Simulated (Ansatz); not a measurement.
## Geometry relaxation, with input and output: GaSb (part 1 of 2)

The run: geometry relaxation of GaSb (2 atoms in the cell). Method and program: DFT, PBE, plane waves, PAW, no spin polarisation (Ansatz 0.2.0).

The structure was built on a prototype by a generator. Figures and captions count atoms from 1; the log counts them from 0 in places.

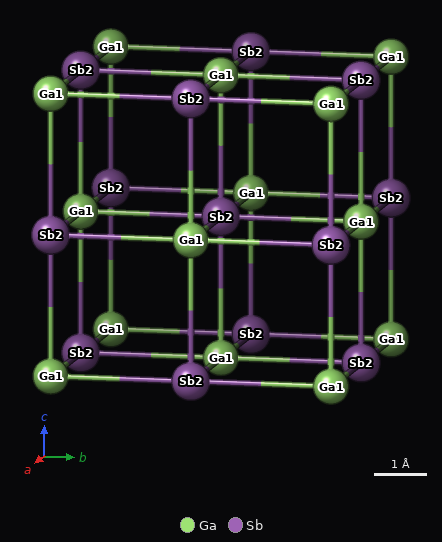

The input geometry (ball-and-stick view of the cell 4 times as large as that of the calculation, set on its symmetry axes, seen slightly off an axis; atoms are numbered from 1 in the order of the input). An atom can appear more than once, as a periodic image. Near neighbours in the periodic cell (some may lie outside the picture): Ga has 6 Sb at 2.77 Å; Sb has 6 Ga at 2.77 Å.

### The input
```yaml
crystal:
  lattice:
    - [0.0, 2.769588, 2.769588]
    - [2.769588, 0.0, 2.769588]
    - [2.769588, 2.769588, 0.0]
  atoms:
    - { symbol: Ga, position: [0.0, 0.0, 0.0] }
    - { symbol: Sb, position: [0.5, 0.5, 0.5] }
kpoints:
  mp_grid: { grid: [8, 8, 8] }
hamiltonian:
  xc: pbe
scf:
  occupations: { method: fermi_dirac, width: 0.02 }
relax:
  f_tol: 0.005
  cell: {}
output:
  write_density: true
  write_potential: true
  elf: true
  volumetric_format: npy
```

Hardware: 2 threads of Arm Neoverse V1, 24 GiB of memory available, shared host.

Run as:
```bash
ansatz run input.yaml --threads 2 --pin off --max-ram 2211MiB --backend cpu --events-out ev --progress --plain --runs-dir out
```

### What the program printed
```
Engine: ansatz 0.2.0, aarch64-unknown-linux-gnu
Pseudopotentials: kind: paw
Pseudopotential: Ga, paw, valence charge 13, recommended cutoff 420 eV (normal), Ga.paw.azcp
Pseudopotential: Sb, paw, valence charge 15, recommended cutoff 420 eV (normal), Sb.paw.azcp
Functional definition: PBE
  parameter kappa = 0.804
  parameter beta = 0.06672455060314922
  exchange = pbe_x(kappa = kappa, mu = beta*pi^2/3)
  correlation = pbe_c(beta = beta)
Crystal: 2 atoms, lattice volume = 42.489 Å³
Basis set: ecut = 420 eV, 869 PW (Γ), exchange–correlation on 54×54×54 points (8 copies of the dense FFT grid, shifted against one another)
Bands: 18, of which v1, the nominal top of the filled ones, is band 14 counted from 1 (13 counted from 0)
Symmetry: 48 space group operations
Space group: Fm-3m (ITA 225), of the structure as read, at distance tolerance 3.5e-5 Å
k-points: 29 of 512
Non-local potential: Ga, projectors of the file, l = 0: 2, l = 1: 2, l = 2: 3, l = 3: 1
Non-local potential: Sb, projectors of the file, l = 0: 2, l = 1: 2, l = 2: 2, l = 3: 2
PAW form: soft (Blöchl's): semilocal exchange-correlation on the pseudo side does not see the compensation charge
PAW one-centre angular grid: Ga, 590 points (default); XC on 64 Gauss nodes
PAW one-centre angular grid: Sb, 590 points (default); XC on 64 Gauss nodes
Initial density: superposition of atomic densities (neutral atoms: chi_scale 0, normalization atom), corrected by the library's trained network
Initial wavefunctions: pseudopotential atomic-orbital guess
Functional: x = pbe(κ = 0.804, μ = 0.2195149727645171), c = pbe(β = 0.06672455060314922)
SCF iter   1: F=—  HF=-10267.262761 eV  |F-HF|=—  |Δ(HF+E_count)|=         —  Δρ=2.18e-3  dr2=1.81e-3  ethr=1.77e-3  ⟨swp⟩=6.1  Hψ=2591  notcnv=0
preconditioner: auto → none  [insulator: Δε(μ)=0.081 eV  Ē_g=21.759 eV  σ=0.020 eV  W_gap=0.74  n_scr=14 (ndim 8)  ℏωp=30.1 eV  f_vac=0.000  D(μ)=0.89/eV (n_scr^D=0)  ε∞_Penn≈2.9]
SCF iter   2: F=—  HF=-10267.261451 eV  |F-HF|=—  |Δ(HF+E_count)|=   1.31e-3  Δρ=1.36e-3  dr2=4.01e-4  ethr=6.45e-6  ⟨swp⟩=2.3  Hψ=1208  notcnv=0  defer=4
SCF iter   3: F=—  HF=-10267.261575 eV  |F-HF|=—  |Δ(HF+E_count)|=   1.23e-4  Δρ=4.22e-4  dr2=6.32e-5  ethr=1.43e-6  ⟨swp⟩=2.0  Hψ=872  notcnv=0  defer=4
SCF iter   4: F=—  HF=-10267.261534 eV  |F-HF|=—  |Δ(HF+E_count)|=   4.10e-5  Δρ=1.08e-4  dr2=3.14e-6  ethr=2.26e-7  ⟨swp⟩=2.0  Hψ=770  notcnv=0  defer=4
SCF iter   5: F=—  HF=-10267.261534 eV  |F-HF|=—  |Δ(HF+E_count)|=   3.91e-7  Δρ=5.28e-5  dr2=6.94e-7  ethr=1.12e-8  ⟨swp⟩=2.0  Hψ=918  notcnv=0  defer=4
SCF iter   6: F=-10267.261534 eV  HF=-10267.261534 eV  |F-HF|=5.29e-10  |Δ(HF+E_count)|=   2.09e-7  Δρ=1.22e-5  dr2=2.31e-8  ethr=3.57e-10  ⟨swp⟩=6.3  Hψ=3247  notcnv=0
SCF 1 converged in 6 iterations: F = -10267.261534 eV  dr2 = 2.31e-8
  greatest PAW one-centre occupation: 0.996 electrons in one spin orbital (limit 2), on the Sb atom at site 1 (counted from 0), in its partial waves of l = 2
relax step   1: F+E_penalty+E_count = -10267.26153370 eV  Δ(F+E_penalty+E_count) = +0.000e0 eV  max|allowed force component| = 1.936e-29 eV/Å  Δτ_max = 0.0000 Å  P = +10.818 GPa  Ω = 42.489 Å³  (6 SCF iters, dr2 threshold 1.00e-7 eV, accepted)
Crystal: 2 atoms, lattice volume = 49.011 Å³
Basis set: ecut = 420 eV, 941 PW (Γ), exchange–correlation on 54×54×54 points (8 copies of the dense FFT grid, shifted against one another)
Initial density: handed on by an earlier stage of this run
Initial wavefunctions: those handed on with the density
iter 1 solved again at ethr=1.67e-5 eV; its pass at ethr=3.10e-3 eV (dr2=4.69e-3 eV) is discarded
SCF iter   1: F=—  HF=-10267.444854 eV  |F-HF|=—  |Δ(HF+E_count)|=         —  Δρ=3.43e-3  dr2=5.02e-3  ethr=1.67e-5  ⟨swp⟩=1.7  Hψ=3925  notcnv=0
preconditioner: auto → none  [insulator: Δε(μ)=0.203 eV  Ē_g=14.525 eV  σ=0.020 eV  W_gap=0.68  n_scr=14 (ndim 8)  ℏωp=22.5 eV  f_vac=0.000  D(μ)=0.78/eV (n_scr^D=0)  ε∞_Penn≈3.4]
SCF iter   2: F=—  HF=-10267.445855 eV  |F-HF|=—  |Δ(HF+E_count)|=   1.00e-3  Δρ=1.72e-3  dr2=1.06e-3  ethr=1.67e-5  ⟨swp⟩=2.1  Hψ=709  notcnv=0
SCF iter   3: F=—  HF=-10267.446478 eV  |F-HF|=—  |Δ(HF+E_count)|=   6.24e-4  Δρ=3.65e-4  dr2=9.38e-5  ethr=3.79e-6  ⟨swp⟩=2.0  Hψ=722  notcnv=0
SCF iter   4: F=—  HF=-10267.446481 eV  |F-HF|=—  |Δ(HF+E_count)|=   2.36e-6  Δρ=5.87e-5  dr2=2.20e-6  ethr=3.35e-7  ⟨swp⟩=2.2  Hψ=841  notcnv=0
SCF iter   5: F=—  HF=-10267.446479 eV  |F-HF|=—  |Δ(HF+E_count)|=   1.69e-6  Δρ=3.57e-5  dr2=3.48e-7  ethr=7.14e-10  ⟨swp⟩=9.7  Hψ=4319  notcnv=0
SCF iter   6: F=-10267.446479 eV  HF=-10267.446479 eV  |F-HF|=2.69e-9  |Δ(HF+E_count)|=   1.60e-7  Δρ=5.17e-6  dr2=1.19e-8  ethr=7.14e-10  ⟨swp⟩=9.1  Hψ=3430  notcnv=0
SCF 2 converged in 6 iterations: F = -10267.446479 eV  dr2 = 1.19e-8
relax step   2: F+E_penalty+E_count = -10267.44647917 eV  Δ(F+E_penalty+E_count) = -1.849e-1 eV  max|allowed force component| = 7.731e-29 eV/Å  Δτ_max = 0.0000 Å  P = -0.155 GPa  Ω = 49.011 Å³  energy of the carried Pulay correction = -1.755e-3 eV  (6 SCF iters, dr2 threshold 2.00e-7 eV, accepted)
Crystal: 2 atoms, lattice volume = 48.905 Å³
iter 1 solved again at ethr=5.23e-9 eV; its pass at ethr=3.10e-3 eV (dr2=1.46e-6 eV) is discarded
SCF iter   1: F=—  HF=-10267.446565 eV  |F-HF|=—  |Δ(HF+E_count)|=         —  Δρ=4.49e-5  dr2=8.57e-7  ethr=5.23e-9  ⟨swp⟩=3.0  Hψ=3486  notcnv=0
preconditioner: auto → none  [insulator: Δε(μ)=0.221 eV  Ē_g=14.536 eV  σ=0.020 eV  W_gap=0.76  n_scr=14 (ndim 8)  ℏωp=22.5 eV  f_vac=0.000  D(μ)=0.81/eV (n_scr^D=0)  ε∞_Penn≈3.4]
SCF iter   2: F=—  HF=-10267.446569 eV  |F-HF|=—  |Δ(HF+E_count)|=   3.70e-6  Δρ=2.27e-5  dr2=1.70e-7  ethr=3.06e-9  ⟨swp⟩=1.8  Hψ=566  notcnv=0
SCF iter   3: F=-10267.446569 eV  HF=-10267.446569 eV  |F-HF|=2.48e-8  |Δ(HF+E_count)|=   7.22e-8  Δρ=6.51e-6  dr2=2.30e-8  ethr=2.16e-10  ⟨swp⟩=8.4  Hψ=3279  notcnv=0
SCF 3 converged in 3 iterations: F = -10267.446569 eV  dr2 = 2.30e-8
relax step   3: F+E_penalty+E_count = -10267.44656877 eV  Δ(F+E_penalty+E_count) = -8.960e-5 eV  max|allowed force component| = 1.407e-29 eV/Å  Δτ_max = 0.0000 Å  P = -0.034 GPa  Ω = 48.905 Å³  energy of the carried Pulay correction = -1.729e-3 eV  (3 SCF iters, dr2 threshold 6.04e-8 eV, accepted)
Basis set: ecut = 420 eV, 941 PW (Γ), exchange–correlation on 60×60×60 points (8 copies of the dense FFT grid, shifted against one another)
Initial wavefunctions: pseudopotential atomic-orbital guess (no wavefunctions were taken with the density)
iter 1 solved again at ethr=2.72e-7 eV; its pass at ethr=3.10e-3 eV (dr2=7.62e-5 eV) is discarded
SCF iter   1: F=—  HF=-10267.442639 eV  |F-HF|=—  |Δ(HF+E_count)|=         —  Δρ=1.15e-3  dr2=1.62e-5  ethr=2.72e-7  ⟨swp⟩=3.0  Hψ=3822  notcnv=0
preconditioner: auto → none  [insulator: Δε(μ)=0.220 eV  Ē_g=14.537 eV  σ=0.020 eV  W_gap=0.75  n_scr=14 (ndim 8)  ℏωp=22.5 eV  f_vac=0.000  D(μ)=0.81/eV (n_scr^D=0)  ε∞_Penn≈3.4]
SCF iter   2: F=—  HF=-10267.446780 eV  |F-HF|=—  |Δ(HF+E_count)|=   4.14e-3  Δρ=5.75e-4  dr2=3.98e-6  ethr=5.80e-8  ⟨swp⟩=2.0  Hψ=630  notcnv=0
SCF iter   3: F=—  HF=-10267.448088 eV  |F-HF|=—  |Δ(HF+E_count)|=   1.31e-3  Δρ=6.66e-5  dr2=1.84e-7  ethr=1.42e-8  ⟨swp⟩=2.0  Hψ=628  notcnv=0
SCF iter   4: F=—  HF=-10267.448098 eV  |F-HF|=—  |Δ(HF+E_count)|=   1.02e-5  Δρ=1.02e-5  dr2=4.96e-8  ethr=6.56e-10  ⟨swp⟩=2.0  Hψ=923  notcnv=0
SCF iter   5: F=—  HF=-10267.448099 eV  |F-HF|=—  |Δ(HF+E_count)|=   5.65e-8  Δρ=1.62e-6  dr2=1.62e-9  ethr=1.77e-10  ⟨swp⟩=2.0  Hψ=774  notcnv=0
SCF iter   6: F=—  HF=-10267.448099 eV  |F-HF|=—  |Δ(HF+E_count)|=   2.57e-9  Δρ=3.28e-7  dr2=3.07e-11  ethr=5.78e-12  ⟨swp⟩=2.9  Hψ=971  notcnv=0
SCF iter   7: F=-10267.448099 eV  HF=-10267.448099 eV  |F-HF|=7.28e-12  |Δ(HF+E_count)|=  9.09e-11  Δρ=7.97e-8  dr2=2.37e-12  ethr=1.00e-12  ⟨swp⟩=5.8  Hψ=2131  notcnv=0
SCF 4 converged in 7 iterations: F = -10267.448099 eV  dr2 = 2.37e-12
relax step   4: F+E_penalty+E_count = -10267.44809854 eV  Δ(F+E_penalty+E_count) = -1.530e-3 eV  max|allowed force component| = 2.140e-29 eV/Å  Δτ_max = 0.0000 Å  P = -0.027 GPa  Ω = 48.905 Å³  stress off target by 2.71e-2 GPa  SCF on the basis re-selected at this cell (its energy is not comparable with the rows above)  (7 SCF iters)
```

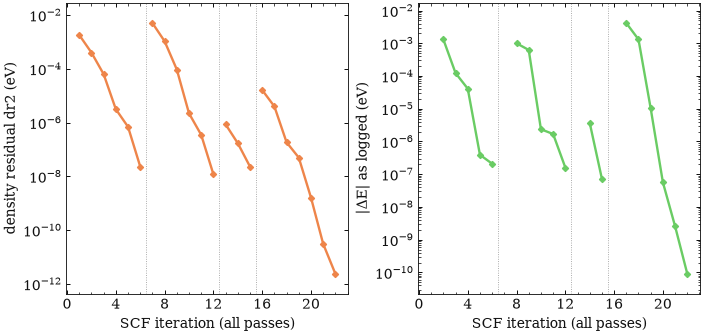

Convergence of the self-consistent field: density residual dr2 and size of the energy change against the SCF iteration. The dotted lines part the SCF passes of the relaxation: geometry steps, rejected trials and re-solves on a re-selected basis. The passes take 6, 6, 3 and 7 iterations.

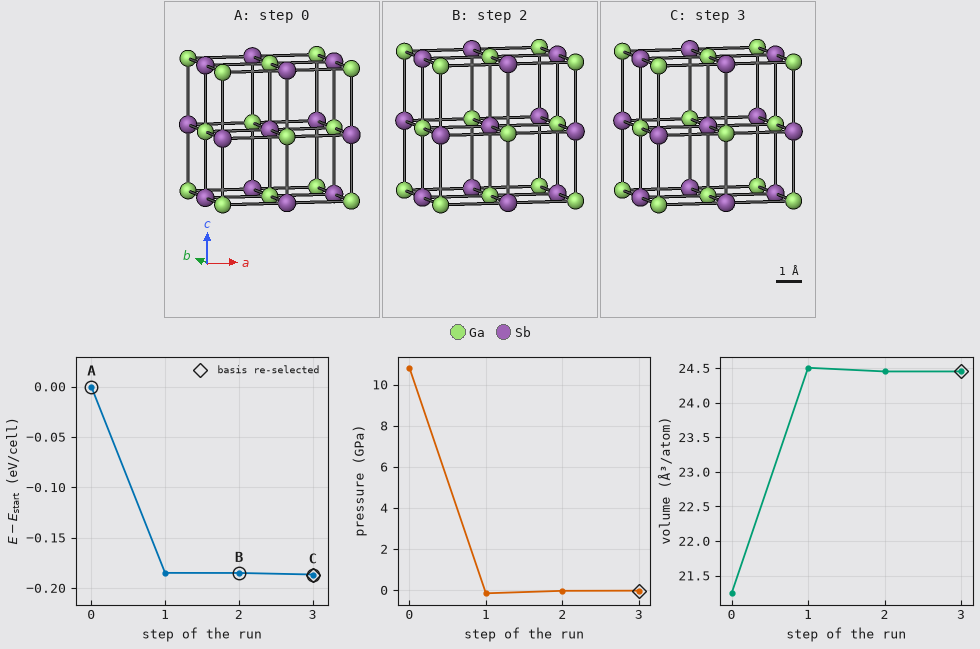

Frames of the relaxation (ball-and-stick view of the cell 4 times as large as that of the calculation, set on its symmetry axes, seen slightly off an axis) above the curves, on which the letters mark them (the first geometry is step 0 here and step 1 in the log).

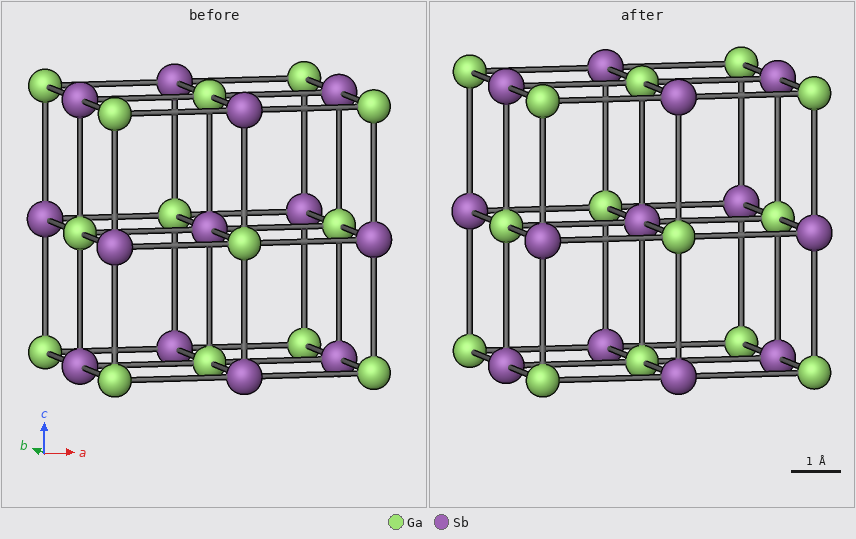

Before (left) and after (right) the relaxation, at one scale (ball-and-stick view of the cell 4 times as large as that of the calculation, set on its symmetry axes, seen slightly off an axis). No atom moves by more than 0.005 Å relative to the cell. The volume changes by +15.1 %, with a = b = c 5.539 → 5.805 Å (+4.8 %). Distances before and after: Ga1–Sb2 2.770 → 2.903 Å. The space group stays Fm-3m (No. 225). The energy falls by 0.185 eV per cell of the calculation in 2 geometry steps. All forces vanish by symmetry, so only the cell relaxes. The pressure goes from 10.82 to −0.03 GPa. A last SCF at the same geometry on a re-selected plane-wave basis shifts the energy by −1.5 meV per cell of the calculation. (Atoms are counted from 1 in the order of the input.)
